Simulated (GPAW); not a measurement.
## Optical response of ZrB2

Aim: the dielectric function of ZrB2, and the optical constants that follow from it.

Calculated with GPAW 26.7.0; DFT, PBE, plane-wave PAW (GPAW data sets), scalar-relativistic, RPA, optical limit.

## 1. The structure

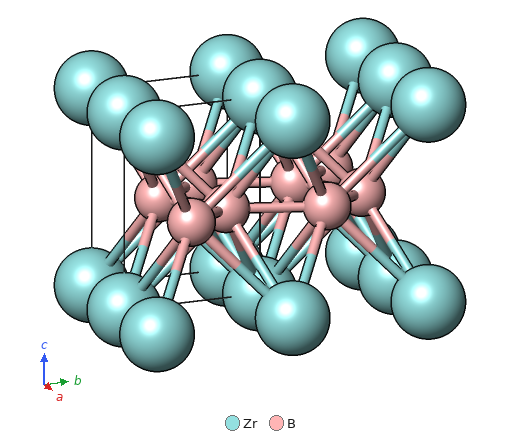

The cell as given, slightly off an axis (zirconium light teal, boron pink). 2×2×1 cells are drawn. Some periodic images of atoms are drawn too.

As a file:

```xyz
3
Lattice="3.1700 0.0000 0.0000 -1.5850 2.7453 0.0000 0.0000 0.0000 3.5330" Properties=species:S:1:pos:R:3 pbc="T T T"
Zr    0.0000    0.0000    0.0000
B     1.5850    0.9151    1.7665
B     0.0000    1.8302    1.7665
```

## 2. Bands for the response

At the fixed density, many empty bands are solved on the mesh of the response, since the spectrum sums over them.

This step: DFT, PBE, plane-wave PAW (GPAW data sets), scalar-relativistic, bands at fixed density (GPAW 26.7.0).

The input, nscf.py:

```python
from ase.dft.bandgap import bandgap
from gpaw import GPAW, FermiDirac

calc = GPAW('gs.gpw').fixed_density(kpts={'size': (18, 18, 12), 'gamma': True}, nbands=40, convergence={'bands': 34},
                                    occupations=FermiDirac(0.05), txt='nscf.txt')
print('gap (eV)', bandgap(calc, output=None)[0])
print('direct gap (eV)', bandgap(calc, direct=True, output=None)[0])
print('top band over the Fermi level (eV)', min(calc.get_eigenvalues(kpt=k)[33] for k in range(len(calc.get_ibz_k_points()))) - calc.get_fermi_level())
calc.write('full.gpw', mode='all')
```

The run is started by

```sh
> OMP_NUM_THREADS=1 python nscf.py
```

Numbers of over 12 decimals in the logs are rounded to 6 here.

What it wrote:

```text
Diagonalizing LCAO Hamiltonian
Converting LCAO to pw mode
convergence criteria:
- Maximum integral of absolute [eigenst]ate change: 4e-08 eV^2 / valence electron
maximum number of iterations: 150

SCF iterations
|iter     |      energy | eigst |  dens |
|iter:   1||             | +3.33 |       |
|iter:   2||             | +1.79 |       |
|iter:   3||             | +0.78 |       |
|iter:   4||             | -0.13 |       |
|iter:   5||             | -0.96 |       |
|iter:   6||             | -1.76 |       |
|iter:   7||             | -2.57 |       |
|iter:   8||             | -3.37 |       |
|iter:   9||             | -4.20 |       |
|iter:  10||             | -5.00 |       |
|iter:  11||             | -5.89 |       |
|iter:  12||             | -6.70 |       |
|iter:  13||             | -7.37 |       |
|iter:  14||             | -7.83c|       |
SCF steps: 14
  __  _  _
 | _ |_)|_||  |
 |__||  | ||/\| - 26.7.0

Versions:
  Python: 3.12.14
  ASE:    3.29.0
  Numpy:  2.5.5
  Scipy:  1.18.1
  Libxc:  7.0.0

Input parameters:
  mode=PW(ecut=500.0),
  convergence={'bands': 34},
  gpts=array([18, 18, 20]),
  kpts=MonkhorstPack(size=(18, 18, 12), gamma=True),
  maxiter=150,
  nbands=40,
  occupations=Occupations(name='fermi-dirac', width=0.05, fixmagmom=False),
  parallel={},
  xc=XC(name='PBE')

--- standard output ---
gap (eV) 0.0
direct gap (eV) 0.0
top band over the Fermi level (eV) 33.435503
```

Elapsed: 3.7 min, on 1 thread of Arm Neoverse V1, shared host; peak memory 0.32 GiB.

## 3. Dielectric function, RPA

Transitions between filled and empty bands, summed over the zone, give the optical response, so mesh, band count and broadening shape it.

The induced potential is part of this response.

This step: DFT, PBE, plane-wave PAW (GPAW data sets), scalar-relativistic, RPA, optical limit (GPAW 26.7.0).

The input, df.py:

```python
from gpaw.response.df import DielectricFunction

df = DielectricFunction('full.gpw', frequencies={'type': 'nonlinear', 'domega0': 0.03, 'omega2': 8},
                        ecut=50,
                        eta=0.15,
                        nbands=34,
                        rate=0.05,
                        txt='df.txt')
for direction in ['x', 'z']:
    df.get_dielectric_function(xc='RPA', direction=direction, filename=f'df_{direction}.csv')
```

The run is started by

```sh
> OMP_NUM_THREADS=1 python df.py
```

What it wrote:

```text
Using integrator: PointIntegrator
NonLinearFrequencyDescriptor(from 0.000 to 88.070 eV, 529 points)
Nonperiodic BCs:  [False False False]
Using integrator: PointIntegrator
NonLinearFrequencyDescriptor(from 0.000 to 88.070 eV, 529 points)
Nonperiodic BCs:  [False False False]
Using integrator: PointIntegrator

Calculating chi0 body with:
    Ground state adapter containing:
    Number of spins: 1
    Number of kpoints: 3888
    Number of irreducible kpoints: 259
    Number of completely occupied states: 8
    Number of partially occupied states: 10

    Linear response parametrization:
    q_c: [0.0, 0.0, 0.0]
    Number of frequency points: 529
    Planewave cutoff: 50.0
    Number of bands: 34
    Number of planewaves: 23
    Broadening (eta): 0.15

Integrating chi0 body.

Symmetries of q_c:
    Direct symmetries (Uq -> q): 24
    Indirect symmetries (TUq -> q): 0
In total 24 allowed symmetries.

259 groups of equivalent kpoints. 93.338477% reduction.

Integral kind: spectral function

Calculating chi0 optical extensions with:
    Ground state adapter containing:
    Number of spins: 1
    Number of kpoints: 3888
    Number of irreducible kpoints: 259
    Number of completely occupied states: 8
    Number of partially occupied states: 10

    Linear response parametrization:
    Number of frequency points: 529
    Planewave cutoff: 50.0
    Number of bands: 34
    Number of planewaves: 23
    Broadening (eta): 0.15
Integrating chi0 head and wings.

Symmetries of q_c:
    Direct symmetries (Uq -> q): 24
    Indirect symmetries (TUq -> q): 0
In total 24 allowed symmetries.

259 groups of equivalent kpoints. 93.338477% reduction.

Integral kind: spectral function wings

Calculating drude chi0 with:
    Number of frequency points:529
    Plasma frequency decay rate: 0.05 eV

    Ground state adapter containing:
    Number of spins: 1
    Number of kpoints: 3888
    Number of irreducible kpoints: 259
    Number of completely occupied states: 8
    Number of partially occupied states: 10

Symmetries of q_c:
    Direct symmetries (Uq -> q): 24
    Indirect symmetries (TUq -> q): 0
In total 24 allowed symmetries.

259 groups of equivalent kpoints. 93.338477% reduction.

Integral kind: intraband
Plasma frequency:
[[4.25-0.j 0.  +0.j 0.  +0.j]
 [0.  -0.j 4.25-0.j 0.  +0.j]
 [0.  +0.j 0.  +0.j 2.59-0.j]]
```

Elapsed: 30 s, on 1 thread; peak memory 0.25 GiB.

Some rows of df_x.csv (energy; Re and Im without local fields; Re and Im with them):

```text
0.000000, 7276.050287, -0.000000, 7275.935943, -0.000000
0.429336, -59.299298, 28.342497, -59.414270, 28.342546
0.878195, 10.098169, 24.320336, 9.984473, 24.325430
1.347938, 2.989696, 27.230886, 2.857147, 27.231718
1.840057, 4.570482, 19.813255, 4.421668, 19.796225
2.356191, -0.407984, 19.155853, -0.515593, 19.114236
2.898142, 2.145600, 11.988368, 2.018247, 11.974091
3.467895, 2.531762, 11.679462, 2.402693, 11.619019
4.067647, 1.585646, 10.211578, 1.458767, 10.158206
4.699832, 1.450488, 8.361434, 1.345075, 8.288340
5.367152, 1.545282, 8.844526, 1.434404, 8.778917
6.072622, 1.344051, 7.890703, 1.256278, 7.803422
6.819608, 1.876844, 7.330362, 1.782432, 7.256166
7.611886, 0.115046, 7.332753, 0.040067, 7.236795
8.453705, -0.301415, 7.837297, -0.314240, 7.725288
9.349861, -1.709114, 6.752060, -1.713974, 6.690046
10.305790, -3.382487, 6.058021, -3.410742, 6.003591
11.327680, -2.710347, 3.550199, -2.734426, 3.494255
12.422601, -2.467061, 2.529925, -2.451905, 2.479961
13.598673, -2.023487, 1.926482, -1.986890, 1.942923
```

The Im ε has structure finer than the step of the table below, so its rows give means over 1 eV, whole bins alone (the curve runs from 0.305 to 14.0 eV). Peaks (eV: height): E ∥ x 1.2: 30.9; E ∥ z 0.8: 35.2.

Sum at mesh points, not converged in k. The Im ε by photon energy; means over each step:

```
photon energy (eV)  E ∥ x  E ∥ z
                 1   25.5   26.9
                 2   20.4   20.2
                 3   12.4   13.3
                 4   10.4   12.1
                 5   8.52   8.99
                 6   7.88   7.63
                 7   7.73   8.44
                 8   7.44   8.18
                 9   7.23   6.82
                10   6.44   5.28
                11   3.99   3.24
                12   2.97   2.26
                13   2.20   1.72
```

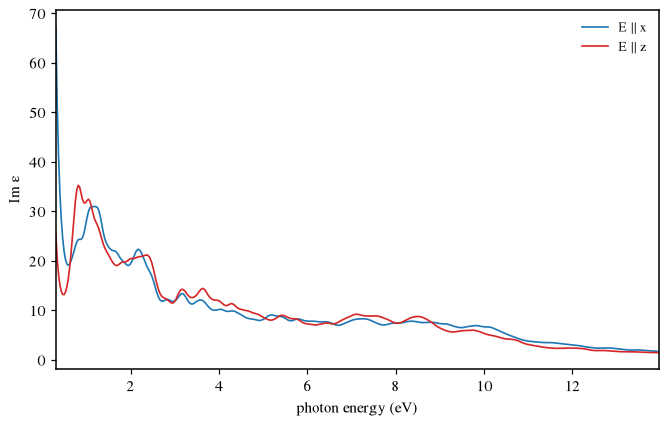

Im ε against photon energy.

Values under 1 per cm are given as 1; sum at mesh points, not converged in k. The absorption coefficient by photon energy:

| photon energy (eV) | E ∥ x (1/cm) | E ∥ z (1/cm) |
| --- | --- | --- |
| 1.01 | 3.1e5 | 3.2e5 |
| 1.99 | 5.4e5 | 5.2e5 |
| 3.02 | 6.6e5 | 6.0e5 |
| 3.98 | 8.4e5 | 9.3e5 |
| 4.98 | 8.8e5 | 1.0e6 |
| 6.02 | 1.1e6 | 1.1e6 |
| 6.99 | 1.3e6 | 1.3e6 |
| 8.03 | 1.5e6 | 1.6e6 |
| 9.02 | 1.9e6 | 2.1e6 |
| 10.03 | 2.2e6 | 2.2e6 |
| 11.03 | 2.2e6 | 2.2e6 |
| 12.02 | 2.2e6 | 2.0e6 |
| 13.00 | 2.2e6 | 1.9e6 |

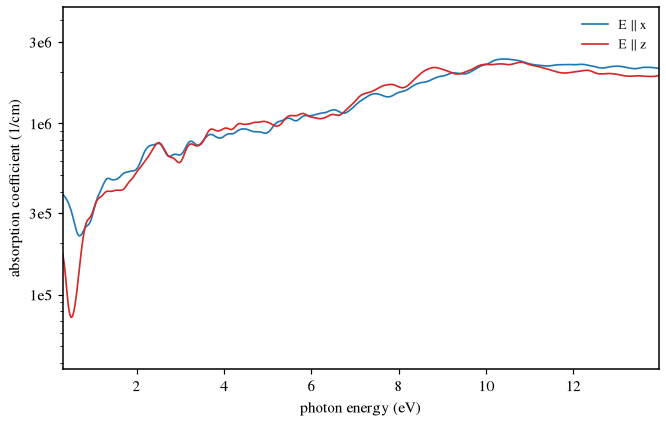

Absorption coefficient against photon energy.

Sum at mesh points, not converged in k. Loss function −Im 1/ε at q → 0 against energy loss; read off at these points:

```
energy loss (eV)   E ∥ x   E ∥ z
               1  0.0289  0.0237
               2  0.0470  0.0409
               3  0.0794  0.0704
               4  0.0959  0.0830
               5   0.113   0.116
               6   0.125   0.136
               7   0.120   0.108
               8   0.134   0.133
               9   0.133   0.125
              10   0.132   0.136
              11   0.157   0.151
              12   0.189   0.229
              13   0.225   0.272
```

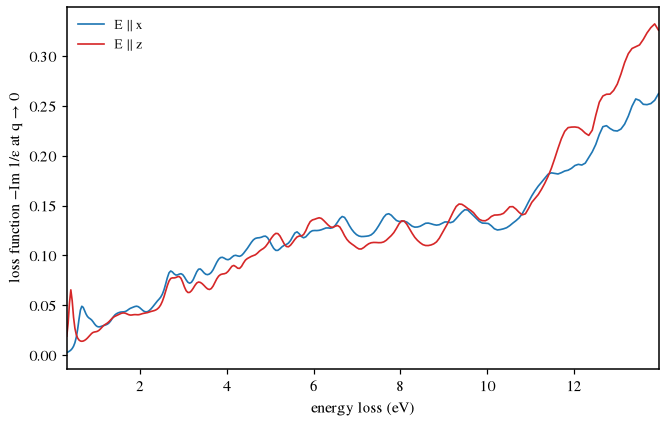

Loss function −Im 1/ε at q → 0 against energy loss.

Sum at mesh points, not converged in k. Im ε, E ∥ x against photon energy; read off at these points:

```
photon energy (eV)  without local fields  with local fields
              0.50                  21.5               21.5
              1.00                  28.1               28.2
              1.21                  30.9               30.9
              1.50                  22.8               22.8
              2.00                  19.5               19.5
              2.17                  22.4               22.3
              2.50                  16.4               16.4
              3.00                  11.9               11.9
              3.50                  11.9               11.8
              4.00                  10.2               10.2
              4.50                  9.16               9.09
              5.00                  8.23               8.16
              5.50                  8.44               8.37
              6.00                  7.90               7.82
              6.50                  7.62               7.55
              7.00                  8.03               7.94
              7.50                  7.79               7.69
              8.00                  7.54               7.43
              8.50                  7.75               7.65
              9.00                  7.39               7.32
              9.50                  6.56               6.50
             10.00                  6.71               6.67
             10.50                  5.29               5.23
             11.00                  3.83               3.78
             11.50                  3.53               3.46
             12.00                  3.03               2.99
             12.50                  2.45               2.40
             13.00                  2.27               2.25
             13.50                  1.99               1.99
```

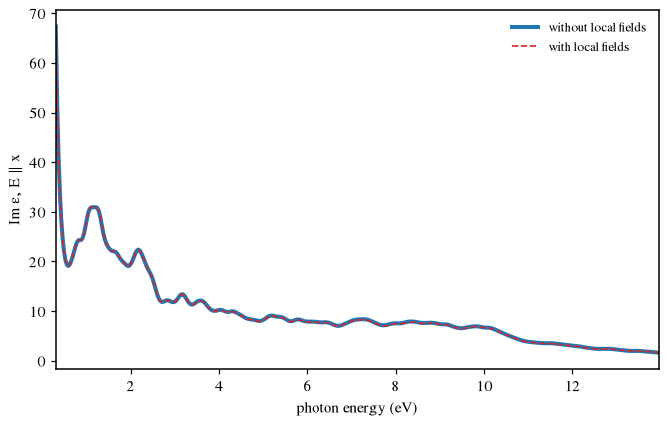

Im ε, E ∥ x against photon energy.

The reflectivity at normal incidence has structure finer than the step of the table below, so its rows give means over 1 eV, whole bins alone (the curve runs from 0.305 to 14.0 eV). Peaks (eV: height): E ∥ x 1.3: 57.9, 2.3: 54.0, 3.2: 44.6, 5.4: 37.2, 7.4: 38.1, 10.8: 52.8, 12.3: 51.7; E ∥ z 0.8: 58.2, 2.5: 52.7, 3.7: 45.6, 7.8: 41.4, 8.9: 49.0, 11.0: 56.2, 12.4: 52.8.

Sum at mesh points, not converged in k. Reflectivity at normal incidence against photon energy; means over each step:

| photon energy (eV) | E ∥ x (%) | E ∥ z (%) |
| --- | --- | --- |
| 1 | 57.4 | 54.4 |
| 2 | 51.9 | 49.7 |
| 3 | 43.9 | 43.4 |
| 4 | 40.5 | 43.0 |
| 5 | 36.2 | 38.3 |
| 6 | 35.3 | 35.0 |
| 7 | 35.2 | 36.3 |
| 8 | 36.6 | 40.4 |
| 9 | 40.7 | 46.6 |
| 10 | 45.7 | 48.6 |
| 11 | 51.1 | 54.6 |
| 12 | 50.3 | 50.9 |
| 13 | 50.0 | 49.7 |

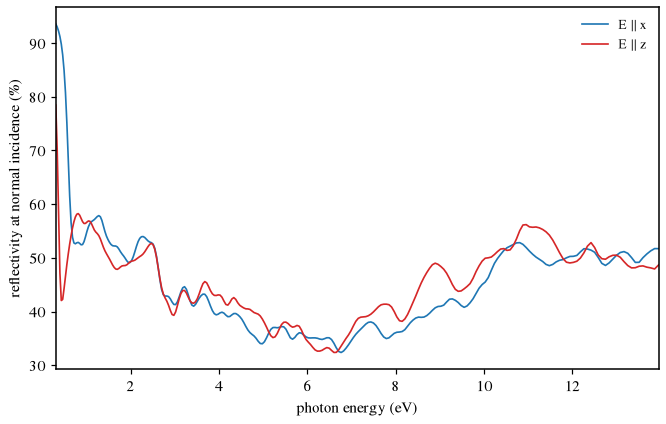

Reflectivity at normal incidence against photon energy.

At chosen wavelengths:

| wavelength (nm) | n x | k x | R (%) x | 1/α x | n z | k z | R (%) z | 1/α z |
| --- | --- | --- | --- | --- | --- | --- | --- | --- |
| 1550 | 4.04 | 2.977 | 52.8 | 41 nm | 5.96 | 2.927 | 58.2 | 42 nm |
| 1064 | 4.54 | 3.404 | 57.1 | 25 nm | 4.61 | 3.142 | 55.4 | 27 nm |
| 633 | 3.56 | 2.683 | 49.1 | 19 nm | 3.99 | 2.532 | 49.0 | 20 nm |
| 450 | 2.59 | 2.301 | 43.0 | 16 nm | 2.73 | 2.287 | 43.0 | 16 nm |
| 405 | 2.84 | 2.191 | 41.9 | 15 nm | 3.16 | 2.048 | 41.2 | 16 nm |
| 365 | 2.60 | 2.171 | 41.1 | 13 nm | 2.92 | 2.152 | 41.6 | 13 nm |
| 248 | 2.33 | 1.749 | 34.1 | 11 nm | 2.14 | 2.005 | 38.3 | 9.8 nm |

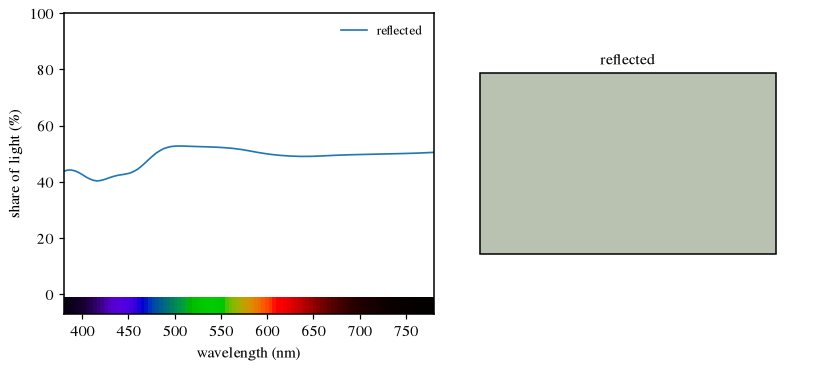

Light reflected across the visible range, with the colour that it makes of daylight (sRGB).

In reflection the computed colour is faintly yellow-green: x = 0.318, y = 0.349, luminous reflectivity 51 %.

## 4. Summary of results

**Reading.** At this level (PBE, RPA) ZrB2 is a metal. The mesh is too coarse to trust the carriers' weight, the reflectivity or the colour to better than tens of per cent. In reflection the computed colour is faintly yellow-green: x = 0.318, y = 0.349, luminous reflectivity 51 %. The carriers' damping of 0.05 eV is typed, not computed; it shapes the response at the lowest energies. In this version of GPAW the matrix elements of the optical limit are incomplete, which can lower ε − 1 by up to a tenth where first-row anions or d states rule, and shift it by more in d metals. GPAW's carrier term has the form −ωp²/(ω + i·rate)², which damps like twice the rate and fails at low energy, so the curves leave the lowest energies out. The sum runs over mesh points 0.15 Å⁻¹ apart with no interpolation, so peaks are partly noise of the mesh, and the Drude plasma energy, a sum over the Fermi surface, isn't converged.

[Machine, clock and banner lines and Python warnings are left out of the logs.]

[Logs are printed without paths, hosts, clocks, repeated set-up lines and the standing remarks that a program may print on its own settings, such as how far it seeks lower states.]

[Hosts, paths, dates, database ids (printed as entryN), source tags and the programs' standing remarks are cut or masked in the printed files.]
